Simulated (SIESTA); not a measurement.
## A series of single points on GaSb

System: GaSb (F-43m, 2 atoms in the cell).
Method: Kohn-Sham DFT of a periodic cell, PBEsol, PseudoDojo 0.4 standard, converted to PSML, no spin polarisation (SIESTA 5.4.2).

The 7 runs differ only in the geometry, by an even scaling of the cell at fixed fractional positions. The structure derives from an entry of the Crystallography Open Database.

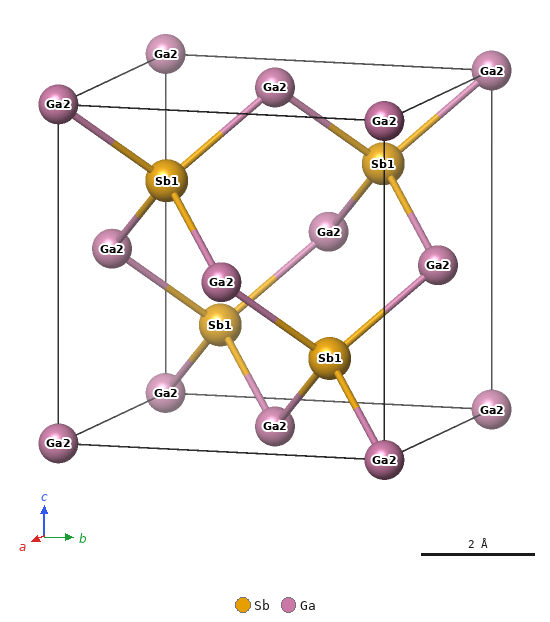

Figure 1. The structure of run 4 (ball-and-stick view of the cell 4 times as large as that of the calculation, set on its symmetry axes, seen slightly off an axis; atoms are numbered from 1 in the order of the input). An atom can appear more than once, as a periodic image.

## Input of run 4
```
SystemName                      GaSb
SystemLabel                     GaSb
NumberOfSpecies                 2
NumberOfAtoms                   2
%block ChemicalSpeciesLabel
  1  51 Sb
  2  31 Ga
%endblock ChemicalSpeciesLabel

LatticeConstant                 1.0 Ang
%block LatticeVectors
     0.0000000000     3.0590000000     3.0590000000
     3.0590000000     0.0000000000     3.0590000000
     3.0590000000     3.0590000000     0.0000000000
%endblock LatticeVectors
AtomicCoordinatesFormat         Fractional
%block AtomicCoordinatesAndAtomicSpecies
     0.7500000000     0.7500000000     0.7500000000  1  Sb
     0.0000000000     0.0000000000     0.0000000000  2  Ga
%endblock AtomicCoordinatesAndAtomicSpecies

%block kgrid.MonkhorstPack
    8   0   0  0.0
    0   8   0  0.0
    0   0   8  0.0
%endblock kgrid.MonkhorstPack
XC.Functional                   GGA
XC.Authors                      PBEsol
PAO.BasisSize                   DZP
PAO.EnergyShift                 0.003 Ry
Mesh.Cutoff                     800 Ry
OccupationFunction              FD
ElectronicTemperature           0.05 eV
MaxSCFIterations                120
SCF.MustConverge                false
SCF.Mixer.Method                Pulay
SCF.Mixer.Weight                0.25
SCF.Mixer.History               8
SCF.DM.Tolerance                5.0e-05
SCF.H.Tolerance                 1.0e-03 eV
WriteForces                     true
Charge.Mulliken                 end
%block PAO.Basis
  Sb 4
  n=5 0 2
    5.972 0.000
  n=5 1 2
    7.842 0.000
  n=4 2 2
    3.490 0.000
  n=5 2 1
    7.842
  Ga 4
  n=4 0 2
    6.562 0.000
  n=4 1 2
    9.354 0.000
  n=3 2 2
    3.582 0.000
  n=4 2 1
    9.354
%endblock PAO.Basis
```

Command:
```bash
siesta < GaSb.fdf > GaSb.out 2>&1
```

Run 5 differs from it as follows:
```diff
-     0.0000000000     3.0590000000     3.0590000000
-     3.0590000000     0.0000000000     3.0590000000
-     3.0590000000     3.0590000000     0.0000000000
+     0.0000000000     3.0792588685     3.0792588685
+     3.0792588685     0.0000000000     3.0792588685
+     3.0792588685     3.0792588685     0.0000000000
```

## Results, with one run withheld

| run | volume per atom (Å³) | free energy per atom, from the lowest run given (meV) | pressure (GPa) | gap on the mesh (eV) |
| --- | --- | --- | --- | --- |
| 1 | 26.907 | 18.16 | 3.71 | 0.52 |
| 2 | 27.480 | 7.50 | 2.29 | 0.40 |
| 3 | 28.052 | 1.56 | 1.06 | 0.24 |
| 4 | 28.625 | 0.00 | 0.05 | 0.08 |
| 5 | 29.197 | ? | ? | ? |
| 6 | 29.770 | 6.20 | −1.75 | 0.00 |
| 7 | 30.342 | 13.90 | −2.52 | 0.00 |

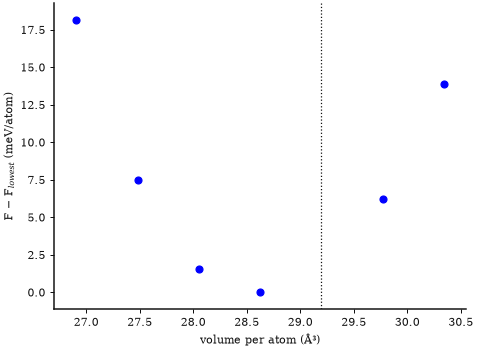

Figure 2. Free energy per atom of the runs given; the dotted line marks run 5.

Fit the runs given and predict run 5.

A cubic polynomial in V^(−2/3) (the Birch–Murnaghan form), fitted to the 6 runs given, misses them by at most 0.19 meV per atom. With x = V^(−2/3) − 0.10721 Å⁻², it reads F = −0.087342 + 587.65 x + 8.8101e+05 x² + 7.6407e+06 x³ (meV per atom). At run 5 it gives 1.53 meV per atom, and the run itself gives 1.48. The slope of the fit gives a pressure −dF/dV of −0.93 GPa there, and the run prints −0.88 GPa. The two needn't agree exactly: the fit is approximate, and the printed stress is taken on a finite basis. The fit has its minimum at 28.621 Å³ per atom, where V d²F/dV² gives 49.6 GPa: the bulk modulus at this level, since symmetry fixes the shape and the positions. The gap on the mesh lies between 0.00 eV (run 5) and 0.52 eV (run 1); run 5 has 0.00 eV. These are gaps of this functional on this mesh, which can miss the band edges; they aren't the measured gap.

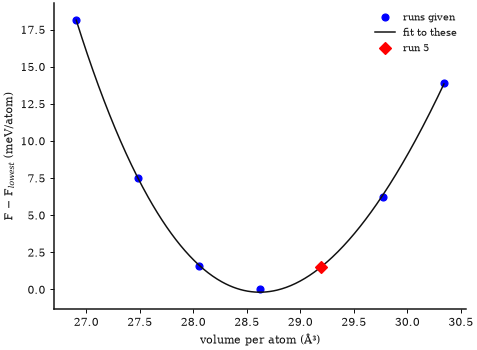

Figure 3. The fit and the withheld run.

## Some lines of the output (run 5)
```
[...]
outcell: Cell volume (Ang**3)        :     58.3941
stepf: Fermi-Dirac step function
siesta: Etot    =     -4547.415790
siesta: FreeEng =     -4547.416206
        iscf     Eharris(eV)        E_KS(eV)     FreeEng(eV)     dDmax    Ef(eV) dHmax(eV)
siesta: E_KS(eV) =            -4547.5138
siesta: E_KS - E_eggbox =     -4547.5138
siesta: Etot    =     -4547.513764
siesta: FreeEng =     -4547.514278
siesta:         Fermi =      -4.533372
siesta: Cell volume =         58.394050 Ang**3
    Orbital volume contribution        =           2.919642 eV
```

Notes: Points of doubt noted for this run: mulliken charges of long orbitals. With a small basis of atomic orbitals these values can differ much from converged plane-wave results.
